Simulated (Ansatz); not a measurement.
## What a change does: single-point calculation on Ti

System: Ti (2 atoms in the cell).
Method of the first run: DFT, r2SCAN, plane waves, PAW, no spin polarisation (Ansatz 0.2.0).

The structure derives from an entry of the Crystallography Open Database. Text and figures count atoms from 1; the logs count them from 0 in places.

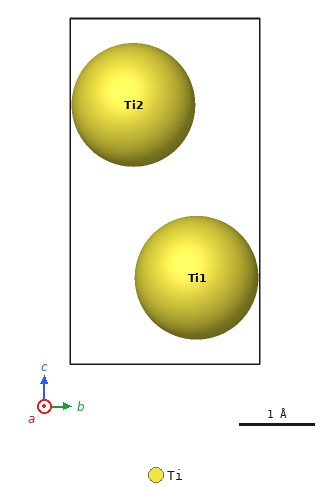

Fig. 1: The structure (spheres-only view of the cell of the calculation, along the a axis; atoms are numbered from 1 in the order of the input). An atom can appear more than once, as a periodic image.

### The input, the first run
```yaml
crystal:
  lattice:
    - [2.93518629, 0.0, 0.0]
    - [-1.467593145, 2.541945892, 0.0]
    - [0.0, 0.0, 4.6380486574]
  atoms:
    - { symbol: Ti, position: [0.3333333333, 0.6666666667, 0.25] }
    - { symbol: Ti, position: [0.6666666667, 0.3333333333, 0.75] }
basis:
  ecutwfc: 500
kpoints:
  mp_grid: { grid: [18, 18, 10] }
hamiltonian:
  xc: r2scan
scf:
  occupations: { method: gaussian, width: 0.1 }
  mixing: { algorithm: msr1, beta: 0.1, ndim: 4 }
output:
  forces: true
  eigenvalues: true
  stress: true
```

Command:
```bash
ansatz run input.yaml --threads 1 --pin off --max-ram 2560MiB --backend cpu --events-out ev --progress --plain --runs-dir out
```

Hardware: 1 thread of Arm Neoverse V2, 24 GiB of memory available, shared host.

### Output, shortened to warnings, some set-up lines, iterations and results (the first run)
```
Basis set: ecut = 500 eV, 881 PW (Γ), exchange–correlation on 96×96×144 points (64 copies of the dense FFT grid, shifted against one another)
Symmetry: 24 space group operations
k-points: 222 of 3240
Initial density: superposition of atomic densities (neutral atoms: chi_scale 0, normalization atom), corrected by the library's trained network
[...]
SCF iter   1: F=—  HF=-5008.699297 eV  |F-HF|=—  |Δ(HF+E_count)|=         —  Δρ=1.67e-2  dr2=8.58e-2  dr2_τ=1.58e-2  ethr=1.77e-3  ⟨swp⟩=3.5  Hψ=14804  notcnv=0
SCF iter   2: F=—  HF=-5008.760565 eV  |F-HF|=—  |Δ(HF+E_count)|=   6.13e-2  Δρ=1.45e-2  dr2=6.55e-2  dr2_τ=1.07e-3  ethr=3.58e-4  ⟨swp⟩=2.3  Hψ=7028  notcnv=0  defer=9
SCF iter   3: F=—  HF=-5008.740988 eV  |F-HF|=—  |Δ(HF+E_count)|=   1.96e-2  Δρ=1.95e-3  dr2=8.64e-4  dr2_τ=9.31e-4  ethr=2.73e-4  ⟨swp⟩=3.0  Hψ=7022  notcnv=0  defer=9
SCF iter   4: F=—  HF=-5008.743791 eV  |F-HF|=—  |Δ(HF+E_count)|=   2.80e-3  Δρ=1.23e-3  dr2=3.75e-4  dr2_τ=1.32e-5  ethr=3.60e-6  ⟨swp⟩=2.0  Hψ=6214  notcnv=0  defer=9
SCF iter   5: F=—  HF=-5008.744030 eV  |F-HF|=—  |Δ(HF+E_count)|=   2.39e-4  Δρ=4.70e-4  dr2=6.89e-5  dr2_τ=3.46e-6  ethr=1.56e-6  ⟨swp⟩=2.0  Hψ=5766  notcnv=0  defer=9
SCF iter   6: F=—  HF=-5008.744023 eV  |F-HF|=—  |Δ(HF+E_count)|=   6.89e-6  Δρ=1.57e-4  dr2=7.26e-6  dr2_τ=1.60e-7  ethr=2.87e-7  ⟨swp⟩=2.9  Hψ=6198  notcnv=0  defer=9
SCF iter   7: F=—  HF=-5008.744024 eV  |F-HF|=—  |Δ(HF+E_count)|=   1.41e-6  Δρ=4.91e-5  dr2=6.39e-7  dr2_τ=1.80e-8  ethr=3.02e-8  ⟨swp⟩=2.0  Hψ=4465  notcnv=0  defer=9
SCF iter   8: F=-5008.744025 eV  HF=-5008.744025 eV  |F-HF|=4.97e-9  |Δ(HF+E_count)|=   3.54e-7  Δρ=8.57e-6  dr2=1.26e-8  dr2_τ=1.45e-9  ethr=4.17e-10  ⟨swp⟩=5.1  Hψ=14776  …
SCF 1 converged in 8 iterations: F = -5008.744025 eV  dr2 = 1.26e-8
SCF converged after 8 iterations
Free energy (F): -5008.744025 eV
Harris-Foulkes:  -5008.744025 eV  (|F-HF|=4.97e-9)
Internal energy: -5008.735718 eV  (E = F + TS)
E sigma→0 (E₀):  -5008.739872 eV
Entropy (-TS):   -0.008306 eV (-4.153 meV/atom)
Fermi energy:    13.484016 eV
--- Per-component energies (eV) ---
  E_band       = -339.986290
  E_kinetic    = 544.859938
  E_local      = -1614.776902  (includes V_loc(G=0)·N_el)
  E_nonlocal   = 14.478277
  E_hartree    = 661.352439
  E_xc         = -185.721625
  E_vxc        = -265.445668  (∫ρ·V_xc dr)
  E_paw        = -2113.349596  (= ΣΔE_a)
  E_vpaw       = -360.057374  (= ΣTr[D̂ρ^β])
  E_aug_tail   = 0.000171  (compensation charges beyond the density's cutoff)
  E_vtau       = 18.246629  (kinetic-family band-sum trace: ∫τ·v_τ [+ j·A + Jᵃ·Aᵃ] dr)
  E_ewald      = -2315.071505
  E_core_change = -0.506914  (= ΣΔE_core)
  E_smearing   = -0.008306  (= −TS)
  E_closure    = -0.000000  (closes the sum)
  Σ components = -5008.744025   (vs F -5008.744025, Δ=0.00e0)
--- Forces (eV/Å), atoms counted from 1 ---
  atom   1  Ti    -0.00000000    -0.00000000     0.00000000
  atom   2  Ti     0.00000000     0.00000000     0.00000000
  max |Σ_I F_I| component: 1.85e-17 eV/Å
--- Stress (GPa, compression-positive) ---
        0.027858       0.000000       0.000000
       -0.000000       0.027858       0.000000
        0.000000       0.000000      -0.045757
  P = ⅓ Tr σ = 0.0033 GPa (0.033 kbar)
```

For the second run the input was changed thus:
```diff
-    - [2.93518629, 0.0, 0.0]
-    - [-1.467593145, 2.541945892, 0.0]
-    - [0.0, 0.0, 4.6380486574]
+    - [2.9927535775, 0.0, 0.0]
+    - [-1.4963767888, 2.5918006254, 0.0]
+    - [0.0, 0.0, 4.7290138821]
+  dispersion: d4
-  mixing: { algorithm: msr1, beta: 0.1, ndim: 4 }
```

Predict how the results change.

The total energies belong to different models, so their difference says nothing on which is more stable or more accurate. The pressure goes from 0.00 to −6.69 GPa. The volume per atom goes from 17.30 to 18.34 Å³. The SCF takes 6 iterations against 8. The plane waves at Γ go from 881 to 965.

### Output, shortened to warnings, some set-up lines, iterations and results (the second run)
```
Basis set: ecut = 500 eV, 965 PW (Γ), exchange–correlation on 96×96×144 points (64 copies of the dense FFT grid, shifted against one another)
Symmetry: 24 space group operations
k-points: 222 of 3240
Initial density: superposition of atomic densities (neutral atoms: chi_scale 0, normalization atom), corrected by the library's trained network
[...]
SCF iter   1: F=—  HF=-5008.803326 eV  |F-HF|=—  |Δ(HF+E_count)|=         —  Δρ=1.73e-2  dr2=1.01e-1  dr2_τ=1.35e-2  ethr=1.77e-3  ⟨swp⟩=3.4  Hψ=14697  notcnv=0
SCF iter   2: F=—  HF=-5008.829693 eV  |F-HF|=—  |Δ(HF+E_count)|=   2.64e-2  Δρ=5.74e-3  dr2=1.09e-2  dr2_τ=9.44e-4  ethr=4.22e-4  ⟨swp⟩=3.0  Hψ=8494  notcnv=0  defer=8
SCF iter   3: F=—  HF=-5008.829774 eV  |F-HF|=—  |Δ(HF+E_count)|=   8.08e-5  Δρ=1.60e-3  dr2=4.12e-4  dr2_τ=1.07e-4  ethr=4.56e-5  ⟨swp⟩=2.5  Hψ=5995  notcnv=0  defer=8
SCF iter   4: F=—  HF=-5008.830407 eV  |F-HF|=—  |Δ(HF+E_count)|=   6.33e-4  Δρ=3.57e-4  dr2=1.90e-5  dr2_τ=2.64e-6  ethr=1.72e-6  ⟨swp⟩=2.0  Hψ=5785  notcnv=0  defer=8
SCF iter   5: F=—  HF=-5008.830438 eV  |F-HF|=—  |Δ(HF+E_count)|=   3.03e-5  Δρ=3.14e-5  dr2=2.64e-7  dr2_τ=2.22e-8  ethr=7.91e-8  ⟨swp⟩=2.3  Hψ=5963  notcnv=0  defer=8
SCF iter   6: F=-5008.830438 eV  HF=-5008.830438 eV  |F-HF|=3.65e-10  |Δ(HF+E_count)|=   1.63e-8  Δρ=5.60e-6  dr2=5.78e-9  dr2_τ=5.45e-10  ethr=4.17e-10  ⟨swp⟩=5.1  Hψ=14454  …
SCF 1 converged in 6 iterations: F = -5008.830438 eV  dr2 = 5.78e-9
SCF converged after 6 iterations
Free energy (F): -5008.830438 eV
Harris-Foulkes:  -5008.830438 eV  (|F-HF|=3.65e-10)
Internal energy: -5008.821559 eV  (E = F + TS)
E sigma→0 (E₀):  -5008.825998 eV
Entropy (-TS):   -0.008879 eV (-4.439 meV/atom)
Fermi energy:    12.579475 eV
--- Per-component energies (eV) ---
  E_band       = -363.152768
  E_kinetic    = 541.731622
  E_local      = -1678.006265  (includes V_loc(G=0)·N_el)
  E_nonlocal   = 14.265079
  E_hartree    = 681.936697
  E_xc         = -184.720191
  E_vxc        = -263.955352  (∫ρ·V_xc dr)
  E_paw        = -2112.853875  (= ΣΔE_a)
  E_vpaw       = -359.228625  (= ΣTr[D̂ρ^β])
  E_aug_tail   = 0.000186  (compensation charges beyond the density's cutoff)
  E_vtau       = 18.164442  (kinetic-family band-sum trace: ∫τ·v_τ [+ j·A + Jᵃ·Aᵃ] dr)
  E_ewald      = -2270.539811
  E_disp       = -0.128088  (pairwise vdW)
  E_core_change = -0.506914  (= ΣΔE_core)
  E_smearing   = -0.008879  (= −TS)
  E_closure    = -0.000000  (closes the sum)
  Σ components = -5008.830438   (vs F -5008.830438, Δ=0.00e0)
--- Forces (eV/Å), atoms counted from 1 ---
  atom   1  Ti    -0.00000000    -0.00000000     0.00000000
  atom   2  Ti     0.00000000     0.00000000    -0.00000000
  max |Σ_I F_I| component: 7.40e-17 eV/Å
--- Stress (GPa, compression-positive) ---
       -6.704795      -0.000000      -0.000000
       -0.000000      -6.704795      -0.000000
       -0.000000      -0.000000      -6.649651
  P = ⅓ Tr σ = -6.6864 GPa (-66.864 kbar)
```

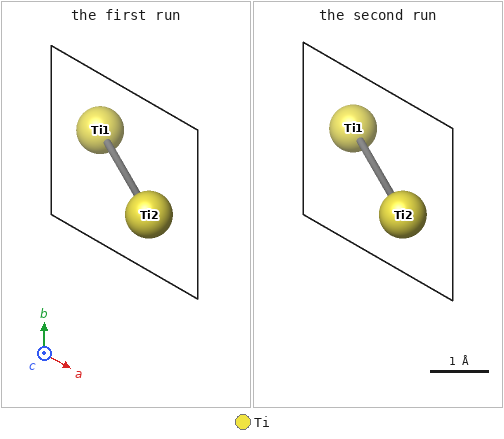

Fig. 2: The two input geometries at one scale (ball-and-stick view of the cell of the calculation, along the c axis). No atom moves by more than 0.005 Å relative to the cell. Cell: a = b 2.935 → 2.993 Å (+2.0 %), c 4.638 → 4.729 Å (+2.0 %). Volume +6.0 %. Among the contacts that change: Ti1–Ti1 2.935 → 2.993 Å, Ti1–Ti2 2.872 → 2.929 Å.

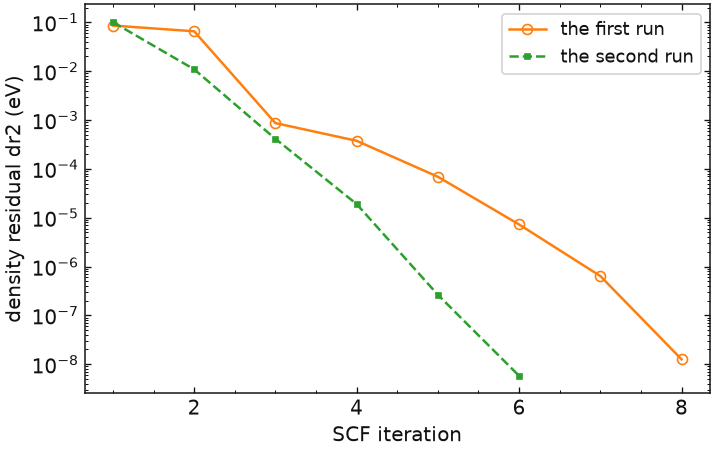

Fig. 3: Convergence of the two runs: density residual dr2 against the SCF iteration. The first run takes 8 iterations in all, and the second run takes 6.

### The two runs side by side

| quantity | the first run | the second run |
| --- | --- | --- |
| outcome | converged | converged |
| free energy per atom (eV) | −2504.3720 | −2504.4152 |
| energy per atom, smearing taken to zero (eV) | −2504.3699 | −2504.4130 |
| gap on the mesh (eV) | 0.00 | 0.00 |
| pressure (GPa) | 0.00 | −6.69 |
| volume per atom (Å³) | 17.30 | 18.34 |
| largest force (eV/Å) | 0.000 | 0.000 |
| SCF iterations | 8 | 6 |
| irreducible k-points | 222 | 222 |
| plane waves at Γ | 881 | 965 |
| wall time (shared host) | 13 s | 11 s |

For the second run: The cell is under a tension of 6.7 GPa at this level, so it is not at its equilibrium volume.
